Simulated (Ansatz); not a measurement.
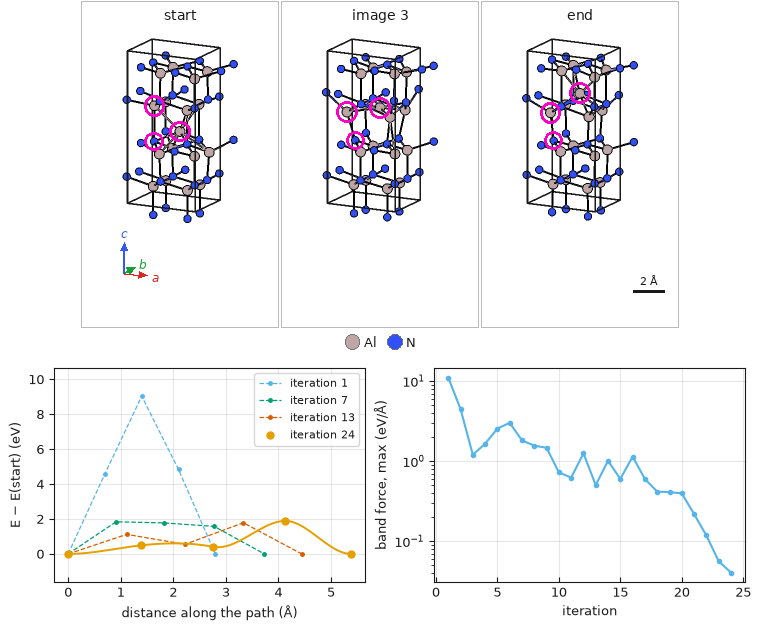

NEB run on a defect cell of composition Al17N16 (33 atoms in the cell). Images are numbered from 0 (start) to 4 (end). The plot follows the band through its iterations. The picture is a ball-and-stick view of the simulation cell (origin moved), seen slightly off an axis. The atoms that move most are ringed. Bonds to atoms that aren't drawn are left out.

Level of theory: DFT PBE, scalar-relativistic, plane waves, PAW in Ansatz. Settings: plane-wave cutoff 420 eV; k-point mesh 2 × 2 × 2; Gaussian smearing 0.02 eV; 3 movable images; climbing image.

> Did the band converge, and can the barrier be trusted?

The run is converged, with reservations. The band converged in 24 iterations. The largest component of the band force went from 11 to 0.041 eV/Å. The climbing image converged on the top of the path. Its curvatures weren't checked. The first iteration put the highest image at 9.04 eV. The barrier is about 1.89 eV in both directions, with image 3 at the top; the ends have the same energy. The profile has 2 maxima (images 1, 3) with a dip at image 2 (+0.41 eV), so the process runs in steps.

Limits of the set-up: the cell has an odd number of electrons but was run without spin polarisation; the k-point mesh is coarse for a cell with partly filled bands; the periodic images lie only 6.3 Å apart, so the values are limited by the cell's size.

The run took 7.4 min on 4 threads of Arm Neoverse V1, on a shared host, peak memory 1.7 GiB.
